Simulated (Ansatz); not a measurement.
ZnSe: geometry relaxation

The run: geometry relaxation of ZnSe (F-43m, 2 atoms in the cell). Method and program: DFT, PBEsol, PAW with Ansatz's default frozen-core files, scalar-relativistic, no spin polarisation (Ansatz 0.2.0).

The structure was built on a prototype by a generator; it need not be a known phase. It belongs to a series of runs on one base structure; here: cell relaxed at zero pressure.

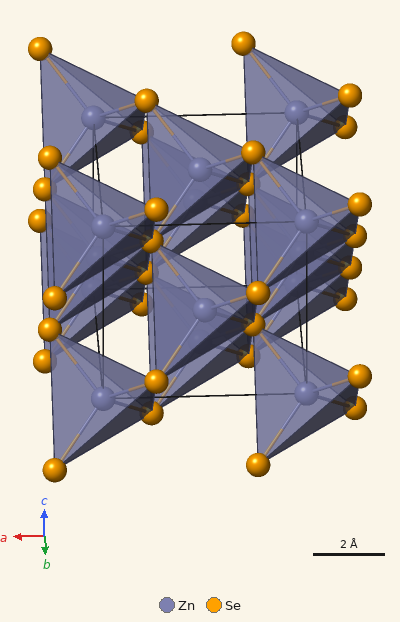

Fig. 1: The starting structure (polyhedral view of the cell 4 times as large as that of the calculation, set on its symmetry axes, seen at an oblique angle; polyhedra are completed across the faces of the cell). An atom can appear more than once, as a periodic image.

The input:
```yaml
crystal:
  lattice:
    - [0.0, 2.8798249876, 2.8798249876]
    - [2.8798249876, 0.0, 2.8798249876]
    - [2.8798249876, 2.8798249876, 0.0]
  atoms:
    - { symbol: Zn, position: [0.0, 0.0, 0.0] }
    - { symbol: Se, position: [0.25, 0.25, 0.25] }
kpoints:
  mp_grid: { grid: [11, 11, 11] }
scf:
  occupations: { method: fermi_dirac, width: 0.08 }
hamiltonian:
  xc: pbesol
  pseudopotentials: { kind: paw }
output:
  forces: true
  stress: true
relax:
  f_tol: 0.005
  max_steps: 40
  cell: {}
```

Hardware: 1 thread of Arm Neoverse V1, 112 GiB of memory available, shared host.

Run as:
```bash
ansatz run input.yaml --threads 1 --pin off --max-ram 2048MiB --backend cpu --events-out ev --progress --plain --runs-dir out
```

Output:
```
Engine: ansatz 0.2.0, aarch64-unknown-linux-gnu
Pseudopotentials: kind: paw
Pseudopotential: Zn, paw, valence charge 12, recommended cutoff 420 eV (normal), Zn.paw.azcp
Pseudopotential: Se, paw, valence charge 16, recommended cutoff 420 eV (normal), Se.paw.azcp
Functional definition: PBEsol
  exchange = pbesol_x
  correlation = pbesol_c
Crystal: 2 atoms, lattice volume = 47.767 Å³
Basis set: ecut = 420 eV, 941 PW (Γ), exchange–correlation on 60×60×60 points (8 copies of the dense FFT grid, shifted against one another)
Bands: 18, of which v1, the nominal top of the filled ones, is band 14 counted from 1 (13 counted from 0)
Symmetry: 24 space group operations
Space group: F-43m (ITA 216), of the structure as read, at distance tolerance 3.6e-5 Å
k-points: 56 of 1331 (time reversal used)
Non-local potential: Zn, projectors of the file, l = 0: 2, l = 1: 2, l = 2: 3, l = 3: 1
Non-local potential: Se, projectors of the file, l = 0: 2, l = 1: 2, l = 2: 3, l = 3: 1
PAW form: soft (Blöchl's): semilocal exchange-correlation on the pseudo side does not see the compensation charge
PAW frozen core: Zn, regenerated for the run's functional, and the local potential with it (the file was generated under x = pbe(κ = 0.804, μ = 0.2195149727645171), c = pbe(β = 0.06672455060314922))
PAW frozen core: Se, regenerated for the run's functional, and the local potential with it (the file was generated under x = pbe(κ = 0.804, μ = 0.2195149727645171), c = pbe(β = 0.06672455060314922))
PAW one-centre angular grid: Zn, 590 points (default); XC on 64 Gauss nodes
PAW one-centre angular grid: Se, 590 points (default); XC on 64 Gauss nodes
Initial density: superposition of atomic densities (neutral atoms: chi_scale 0, normalization atom), corrected by the library's trained network
Initial wavefunctions: pseudopotential atomic-orbital guess
Functional: x = pbesol(κ = 0.804, μ = 0.12345679012345678), c = pbesol(β = 0.046)
SCF iter   1: F=—  HF=-8706.419857 eV  |F-HF|=—  |Δ(HF+E_count)|=         —  Δρ=3.71e-3  dr2=7.19e-3  ethr=1.77e-3  ⟨swp⟩=5.6  Hψ=5083  notcnv=0
preconditioner: auto → none  [insulator: Δε(μ)=0.951 eV  Ē_g=11.580 eV  σ=0.080 eV  W_gap=0.99  n_scr=14 (ndim 8)  ℏωp=22.8 eV  f_vac=0.134  D(μ)=0.00/eV (n_scr^D=0)  ε∞_Penn≈4.9]
SCF iter   2: F=—  HF=-8706.417372 eV  |F-HF|=—  |Δ(HF+E_count)|=   2.48e-3  Δρ=9.09e-4  dr2=2.26e-4  ethr=2.57e-5  ⟨swp⟩=2.0  Hψ=2155  notcnv=0
SCF iter   3: F=—  HF=-8706.417383 eV  |F-HF|=—  |Δ(HF+E_count)|=   1.10e-5  Δρ=6.99e-4  dr2=1.37e-4  ethr=8.08e-7  ⟨swp⟩=2.0  Hψ=1457  notcnv=0
SCF iter   4: F=—  HF=-8706.417383 eV  |F-HF|=—  |Δ(HF+E_count)|=   1.36e-7  Δρ=2.12e-4  dr2=1.71e-5  ethr=4.90e-7  ⟨swp⟩=2.0  Hψ=1454  notcnv=0
SCF iter   5: F=—  HF=-8706.417389 eV  |F-HF|=—  |Δ(HF+E_count)|=   6.10e-6  Δρ=4.55e-5  dr2=6.15e-7  ethr=6.12e-8  ⟨swp⟩=2.0  Hψ=1471  notcnv=0
SCF iter   6: F=-8706.417390 eV  HF=-8706.417390 eV  |F-HF|=1.34e-8  |Δ(HF+E_count)|=   6.90e-7  Δρ=5.27e-6  dr2=1.07e-8  ethr=3.57e-10  ⟨swp⟩=4.0  Hψ=3476  notcnv=0
SCF 1 converged in 6 iterations: F = -8706.417390 eV  dr2 = 1.07e-8
  greatest PAW one-centre occupation: 1.000 electrons in one spin orbital (limit 2), on the Se atom at site 1 (counted from 0), in its partial waves of l = 2
relax step   1: F+E_penalty+E_count = -8706.41738991 eV  Δ(F+E_penalty+E_count) = +0.000e0 eV  max|allowed force component| = 1.411e-16 eV/Å  Δτ_max = 0.0000 Å  P = -3.722 GPa  Ω = 47.767 Å³  (6 SCF iters, dr2 threshold 1.00e-7 eV, accepted)
Crystal: 2 atoms, lattice volume = 45.305 Å³
Basis set: ecut = 420 eV, 893 PW (Γ), exchange–correlation on 60×60×60 points (8 copies of the dense FFT grid, shifted against one another)
Initial density: handed on by an earlier stage of this run
Initial wavefunctions: those handed on with the density
iter 1 solved again at ethr=5.34e-6 eV; its pass at ethr=3.10e-3 eV (dr2=1.50e-3 eV) is discarded
SCF iter   1: F=—  HF=-8706.454705 eV  |F-HF|=—  |Δ(HF+E_count)|=         —  Δρ=1.68e-3  dr2=1.51e-3  ethr=5.34e-6  ⟨swp⟩=1.9  Hψ=6278  notcnv=0
preconditioner: auto → none  [insulator: Δε(μ)=1.179 eV  Ē_g=11.889 eV  σ=0.080 eV  W_gap=1.00  n_scr=14 (ndim 8)  ℏωp=23.4 eV  f_vac=0.098  D(μ)=0.00/eV (n_scr^D=0)  ε∞_Penn≈4.9]
SCF iter   2: F=—  HF=-8706.454422 eV  |F-HF|=—  |Δ(HF+E_count)|=   2.82e-4  Δρ=1.11e-3  dr2=3.11e-4  ethr=5.34e-6  ⟨swp⟩=2.0  Hψ=1326  notcnv=0
SCF iter   3: F=—  HF=-8706.454434 eV  |F-HF|=—  |Δ(HF+E_count)|=   1.15e-5  Δρ=3.98e-4  dr2=7.58e-5  ethr=1.11e-6  ⟨swp⟩=2.0  Hψ=1456  notcnv=0
SCF iter   4: F=—  HF=-8706.454401 eV  |F-HF|=—  |Δ(HF+E_count)|=   3.26e-5  Δρ=1.47e-4  dr2=4.92e-6  ethr=2.71e-7  ⟨swp⟩=2.0  Hψ=1456  notcnv=0
SCF iter   5: F=—  HF=-8706.454401 eV  |F-HF|=—  |Δ(HF+E_count)|=   1.73e-7  Δρ=2.07e-5  dr2=2.45e-7  ethr=1.76e-8  ⟨swp⟩=2.0  Hψ=1421  notcnv=0
SCF iter   6: F=-8706.454401 eV  HF=-8706.454401 eV  |F-HF|=5.13e-10  |Δ(HF+E_count)|=   3.87e-8  Δρ=5.28e-6  dr2=6.46e-9  ethr=7.14e-10  ⟨swp⟩=4.1  Hψ=3598  notcnv=0
SCF 2 converged in 6 iterations: F = -8706.454401 eV  dr2 = 6.46e-9
relax step   2: F+E_penalty+E_count = -8706.45440136 eV  Δ(F+E_penalty+E_count) = -3.701e-2 eV  max|allowed force component| = 5.956e-17 eV/Å  Δτ_max = 0.0000 Å  P = -0.852 GPa  Ω = 45.305 Å³  energy of the carried Pulay correction = +7.314e-4 eV  (6 SCF iters, dr2 threshold 2.00e-7 eV, accepted)
Crystal: 2 atoms, lattice volume = 44.621 Å³
iter 1 solved again at ethr=5.26e-7 eV; its pass at ethr=3.10e-3 eV (dr2=1.47e-4 eV) is discarded
SCF iter   1: F=—  HF=-8706.456239 eV  |F-HF|=—  |Δ(HF+E_count)|=         —  Δρ=5.08e-4  dr2=1.24e-4  ethr=5.26e-7  ⟨swp⟩=2.4  Hψ=5844  notcnv=0
preconditioner: auto → none  [insulator: Δε(μ)=1.244 eV  Ē_g=11.948 eV  σ=0.080 eV  W_gap=1.00  n_scr=14 (ndim 8)  ℏωp=23.6 eV  f_vac=0.100  D(μ)=0.00/eV (n_scr^D=0)  ε∞_Penn≈4.9]
SCF iter   2: F=—  HF=-8706.456218 eV  |F-HF|=—  |Δ(HF+E_count)|=   2.09e-5  Δρ=3.15e-4  dr2=2.59e-5  ethr=4.43e-7  ⟨swp⟩=2.7  Hψ=1436  notcnv=0
SCF iter   3: F=—  HF=-8706.456224 eV  |F-HF|=—  |Δ(HF+E_count)|=   6.20e-6  Δρ=1.80e-4  dr2=1.20e-5  ethr=9.25e-8  ⟨swp⟩=2.0  Hψ=1456  notcnv=0
SCF iter   4: F=—  HF=-8706.456218 eV  |F-HF|=—  |Δ(HF+E_count)|=   6.75e-6  Δρ=3.91e-5  dr2=3.76e-7  ethr=4.28e-8  ⟨swp⟩=2.0  Hψ=1456  notcnv=0
SCF iter   5: F=-8706.456218 eV  HF=-8706.456218 eV  |F-HF|=3.18e-9  |Δ(HF+E_count)|=   2.58e-8  Δρ=5.30e-6  dr2=1.26e-8  ethr=7.14e-10  ⟨swp⟩=4.0  Hψ=3543  notcnv=0
SCF 3 converged in 5 iterations: F = -8706.456218 eV  dr2 = 1.26e-8
relax step   3: F+E_penalty+E_count = -8706.45621774 eV  Δ(F+E_penalty+E_count) = -1.816e-3 eV  max|allowed force component| = 8.674e-17 eV/Å  Δτ_max = 0.0000 Å  P = +0.113 GPa  Ω = 44.621 Å³  energy of the carried Pulay correction = +9.412e-4 eV  (5 SCF iters, dr2 threshold 2.00e-7 eV, accepted)
Crystal: 2 atoms, lattice volume = 44.700 Å³
iter 1 solved again at ethr=7.94e-9 eV; its pass at ethr=3.10e-3 eV (dr2=2.22e-6 eV) is discarded
SCF iter   1: F=—  HF=-8706.456222 eV  |F-HF|=—  |Δ(HF+E_count)|=         —  Δρ=6.03e-5  dr2=1.79e-6  ethr=7.94e-9  ⟨swp⟩=2.3  Hψ=5650  notcnv=0
preconditioner: auto → none  [insulator: Δε(μ)=1.239 eV  Ē_g=11.933 eV  σ=0.080 eV  W_gap=1.00  n_scr=14 (ndim 8)  ℏωp=23.6 eV  f_vac=0.104  D(μ)=0.00/eV (n_scr^D=0)  ε∞_Penn≈4.9]
SCF iter   2: F=—  HF=-8706.456220 eV  |F-HF|=—  |Δ(HF+E_count)|=   1.32e-6  Δρ=3.58e-5  dr2=3.42e-7  ethr=6.38e-9  ⟨swp⟩=2.6  Hψ=1403  notcnv=0
SCF iter   3: F=—  HF=-8706.456220 eV  |F-HF|=—  |Δ(HF+E_count)|=   4.50e-8  Δρ=1.94e-5  dr2=1.44e-7  ethr=1.22e-9  ⟨swp⟩=2.0  Hψ=1456  notcnv=0
SCF iter   4: F=-8706.456220 eV  HF=-8706.456220 eV  |F-HF|=1.71e-9  |Δ(HF+E_count)|=   8.01e-8  Δρ=4.72e-6  dr2=5.34e-9  ethr=1.13e-10  ⟨swp⟩=3.0  Hψ=4179  notcnv=0
SCF 4 converged in 4 iterations: F = -8706.456220 eV  dr2 = 5.34e-9
relax step   4: F+E_penalty+E_count = -8706.45622035 eV  Δ(F+E_penalty+E_count) = -2.617e-6 eV  max|allowed force component| = 4.106e-17 eV/Å  Δτ_max = 0.0000 Å  P = -0.003 GPa  Ω = 44.700 Å³  energy of the carried Pulay correction = +9.169e-4 eV  (4 SCF iters, dr2 threshold 3.17e-8 eV, accepted)
Basis set: ecut = 420 eV, 893 PW (Γ), exchange–correlation on 54×54×54 points (8 copies of the dense FFT grid, shifted against one another)
Initial wavefunctions: pseudopotential atomic-orbital guess (no wavefunctions were taken with the density)
iter 1 solved again at ethr=4.27e-8 eV; its pass at ethr=3.10e-3 eV (dr2=1.19e-5 eV) is discarded
SCF iter   1: F=—  HF=-8706.455337 eV  |F-HF|=—  |Δ(HF+E_count)|=         —  Δρ=8.26e-5  dr2=7.59e-7  ethr=4.27e-8  ⟨swp⟩=3.1  Hψ=7617  notcnv=0
preconditioner: auto → none  [insulator: Δε(μ)=1.239 eV  Ē_g=11.934 eV  σ=0.080 eV  W_gap=1.00  n_scr=14 (ndim 8)  ℏωp=23.6 eV  f_vac=0.103  D(μ)=0.00/eV (n_scr^D=0)  ε∞_Penn≈4.9]
SCF iter   2: F=—  HF=-8706.455333 eV  |F-HF|=—  |Δ(HF+E_count)|=   3.25e-6  Δρ=1.11e-4  dr2=2.57e-6  ethr=2.71e-9  ⟨swp⟩=2.0  Hψ=1800  notcnv=0
SCF iter   3: F=—  HF=-8706.455333 eV  |F-HF|=—  |Δ(HF+E_count)|=   9.71e-8  Δρ=2.59e-5  dr2=2.45e-7  ethr=2.71e-9  ⟨swp⟩=2.0  Hψ=1463  notcnv=0
SCF iter   4: F=—  HF=-8706.455333 eV  |F-HF|=—  |Δ(HF+E_count)|=   2.23e-7  Δρ=6.27e-6  dr2=1.11e-8  ethr=8.75e-10  ⟨swp⟩=2.0  Hψ=1456  notcnv=0
SCF iter   5: F=—  HF=-8706.455333 eV  |F-HF|=—  |Δ(HF+E_count)|=   1.87e-9  Δρ=1.83e-6  dr2=5.60e-10  ethr=3.95e-11  ⟨swp⟩=2.0  Hψ=1792  notcnv=0
SCF iter   6: F=-8706.455333 eV  HF=-8706.455333 eV  |F-HF|=5.46e-12  |Δ(HF+E_count)|=  3.67e-10  Δρ=1.60e-7  dr2=3.45e-12  ethr=1.00e-12  ⟨swp⟩=4.9  Hψ=5246  notcnv=0
SCF 5 converged in 6 iterations: F = -8706.455333 eV  dr2 = 3.45e-12
relax step   5: F+E_penalty+E_count = -8706.45533327 eV  Δ(F+E_penalty+E_count) = +8.871e-4 eV  max|allowed force component| = 4.713e-17 eV/Å  Δτ_max = 0.0000 Å  P = -0.007 GPa  Ω = 44.700 Å³  stress off target by 6.83e-3 GPa  SCF on the basis re-selected at this cell (its energy is not comparable with the rows above)  (6 SCF iters)
```

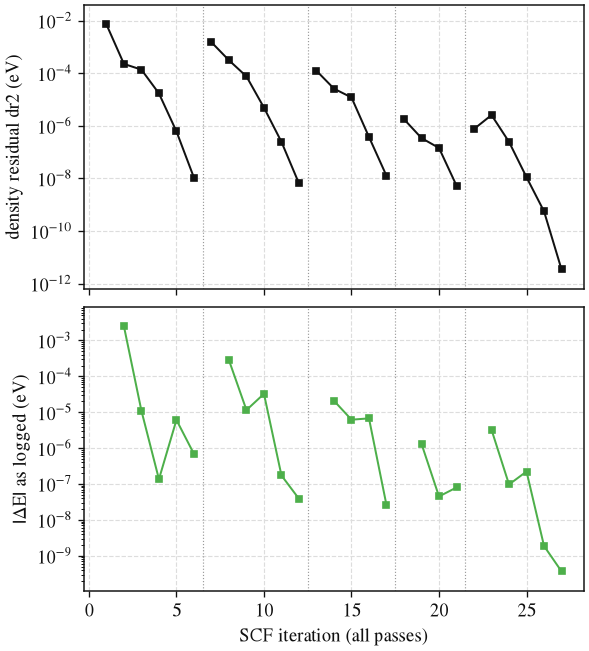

Fig. 2: Convergence of the self-consistent field: density residual dr2 and size of the energy change against the SCF iteration. The dotted lines part the SCF passes of the relaxation: geometry steps, rejected trials and re-solves on a re-selected basis. The 5 passes take 4 to 6 iterations each, 27 in all.

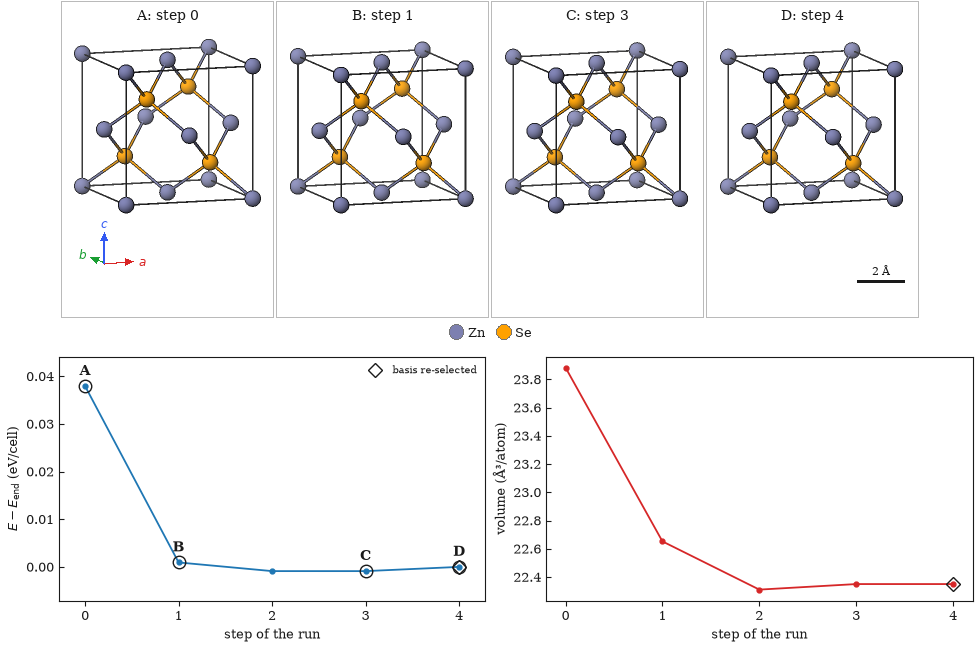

Fig. 3: Frames of the relaxation (ball-and-stick view of the cell 4 times as large as that of the calculation, set on its symmetry axes, seen slightly off an axis) above the curves, on which the letters mark them (the first geometry is step 0 here and step 1 in the log).

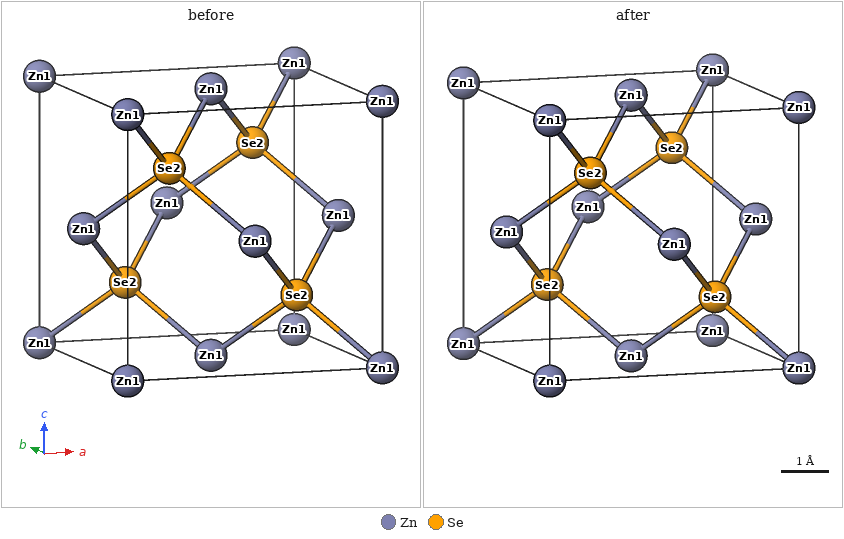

Fig. 4: Before (left) and after (right) the relaxation, at one scale (ball-and-stick view of the cell 4 times as large as that of the calculation, set on its symmetry axes, seen slightly off an axis). Over 3 geometry steps the energy falls by 38.8 meV per cell of the calculation. All forces vanish by symmetry, so only the cell relaxes. Pressure: −3.72 GPa at the start and −0.01 GPa at the end. The atoms keep their places relative to the cell (all moves are under 0.005 Å). The drawn cell changes as follows: a = b = c 5.760 → 5.634 Å (−2.2 %); the volume changes by −6.4 %. Distances before and after: Zn1–Se2 2.494 → 2.439 Å. The space group stays F-43m (No. 216). A last SCF at the same geometry on a re-selected plane-wave basis shifts the energy by +0.9 meV per cell of the calculation. (Atoms are counted from 1 in the order of the input.)

```
basis re-selected at this cell: Δ(F+E_penalty+E_count) = +8.871e-4 eV, ΔP = -0.004 GPa vs the last step (what re-selecting the basis moved, of the pressure what is left beyond the Pulay correction that the steps carried, after the strain that the cell walked since its last selection, with what the two solves' SCF thresholds leave and, on support functions, any second-order correction that the steps lacked; it is no measure of the basis error at this ecutwfc). The dense FFT grid was sized anew with the basis: this SCF ran on 27×27×27 points, the steps before it on 30×30×30, so part of this shift can come from that change (see relax.cell in the input reference). This SCF's stress stands 6.83e-3 GPa from its target on what of the cell is left free (relax.cell.stress_tol is 5.00e-2 GPa) and its largest allowed force component is 4.71e-17 eV/Å (relax.f_tol is 5.00e-3 eV/Å): within both
SCF converged after 6 iterations
Free energy (F): -8706.455333 eV
Harris-Foulkes:  -8706.455333 eV  (|F-HF|=5.46e-12)
Internal energy: -8706.455330 eV  (E = F + TS)
E sigma→0 (E₀):  -8706.455331 eV
Entropy (-TS):   -0.000004 eV (-0.002 meV/atom)
Fermi energy:    7.618610 eV
--- Per-component energies (eV) ---
  E_band       = -380.607418
  E_kinetic    = 250.410927
  E_local      = -4367.468254  (includes V_loc(G=0)·N_el)
  E_nonlocal   = 22.591309
  E_hartree    = 2021.446364
  E_xc         = -239.170074
  E_vxc        = -150.833825  (∫ρ·V_xc dr)
  E_paw        = -3658.725368  (= ΣΔE_a)
  E_vpaw       = -178.199407  (= ΣTr[D̂ρ^β])
  E_aug_tail   = -0.000928  (compensation charges beyond the density's cutoff)
  E_ewald      = -2737.345111
  E_core_change = 1.805805  (= ΣΔE_core)
  E_smearing   = -0.000004  (= −TS)
  E_closure    = -0.000000  (closes the sum)
  Σ components = -8706.455333   (vs F -8706.455333, Δ=0.00e0)
--- Forces (eV/Å), atoms counted from 1 ---
  atom   1  Zn     0.00000000    -0.00000000    -0.00000000
  atom   2  Se     0.00000000     0.00000000     0.00000000
  max |Σ_I F_I| component: 5.84e-17 eV/Å
--- Stress (GPa, compression-positive) ---
       -0.006832       0.000000       0.000000
        0.000000      -0.006832       0.000000
        0.000000       0.000000      -0.006832
  P = ⅓ Tr σ = -0.0068 GPa (-0.068 kbar)
--- Relaxed structure (4 steps of the walk, 4 accepted, 1 SCFs on fresh bases) ---
  F+E_penalty+E_count = -8706.45533327 eV   max|allowed force component| = 4.713e-17 eV/Å   (the final SCF, on the basis selected at the relaxed cell)
  cell:  # Å, volume = 44.7000 Å³
    - [1.974456662747041e-34, 2.8168197734538785, 2.8168197734538785]
    - [2.8168197734538785, 1.6496266956499473e-33, 2.8168197734538785]
    - [2.8168197734538785, 2.8168197734538785, 2.7769777579280966e-33]
  atoms:
    - { symbol: Zn, position: [-4.84855578270539e-34, 5.01574736141937e-34, 6.241818938655215e-34] }
    - { symbol: Se, position: [0.25, 0.25, 0.25] }
```

Trajectory as extended XYZ (Å, eV, eV/Å), 5 frames, from step=1 to step=5:
```
2
Lattice="0.0000 2.8798 2.8798 2.8798 0.0000 2.8798 2.8798 2.8798 0.0000" Properties=species:S:1:pos:R:3:forces:R:3 step=1 energy=-8706.41739 pressure_GPa=-3.72
Zn    0.0000    0.0000    0.0000    0.0000   0.0000   0.0000
Se    1.4399    1.4399    1.4399    0.0000   0.0000   0.0000
2
Lattice="0.0000 2.8295 2.8295 2.8295 0.0000 2.8295 2.8295 2.8295 0.0000" Properties=species:S:1:pos:R:3:forces:R:3 step=2 energy=-8706.45440 pressure_GPa=-0.85
Zn    0.0000    0.0000    0.0000    0.0000   0.0000   0.0000
Se    1.4147    1.4147    1.4147    0.0000   0.0000   0.0000
2
Lattice="0.0000 2.8152 2.8152 2.8152 0.0000 2.8152 2.8152 2.8152 0.0000" Properties=species:S:1:pos:R:3:forces:R:3 step=3 energy=-8706.45622 pressure_GPa=0.11
Zn    0.0000    0.0000    0.0000    0.0000   0.0000   0.0000
Se    1.4076    1.4076    1.4076    0.0000   0.0000   0.0000
2
Lattice="0.0000 2.8168 2.8168 2.8168 0.0000 2.8168 2.8168 2.8168 0.0000" Properties=species:S:1:pos:R:3:forces:R:3 step=4 energy=-8706.45622 pressure_GPa=-0.00
Zn    0.0000    0.0000    0.0000    0.0000   0.0000   0.0000
Se    1.4084    1.4084    1.4084    0.0000   0.0000   0.0000
2
Lattice="0.0000 2.8168 2.8168 2.8168 0.0000 2.8168 2.8168 2.8168 0.0000" Properties=species:S:1:pos:R:3:forces:R:3 step=5 energy=-8706.45533 pressure_GPa=-0.01
Zn    0.0000    0.0000    0.0000    0.0000   0.0000   0.0000
Se    1.4084    1.4084    1.4084    0.0000   0.0000   0.0000
```

Summary:

```json
{"quantity": "outcome", "value": "converged"}
{"quantity": "space group (tolerance 0.01 Å)", "value": "F-43m (216)"}
{"quantity": "electrons treated", "value": "28"}
{"quantity": "free energy", "value": "−8706.4553 eV"}
{"quantity": "Fermi energy", "value": "7.619 eV"}
{"quantity": "pressure", "value": "−0.01 GPa"}
{"quantity": "final volume", "value": "44.70 Å³"}
{"quantity": "largest force (length of the vector) at the end", "value": "under 0.001 eV/Å"}
{"quantity": "final cell", "value": "a = 3.984 Å, b = 3.984 Å, c = 3.984 Å, α = 60.00°, β = 60.00°, γ = 60.00°"}
{"quantity": "wall time", "value": "20 s"}
{"quantity": "peak memory", "value": "0.38 GiB"}
```
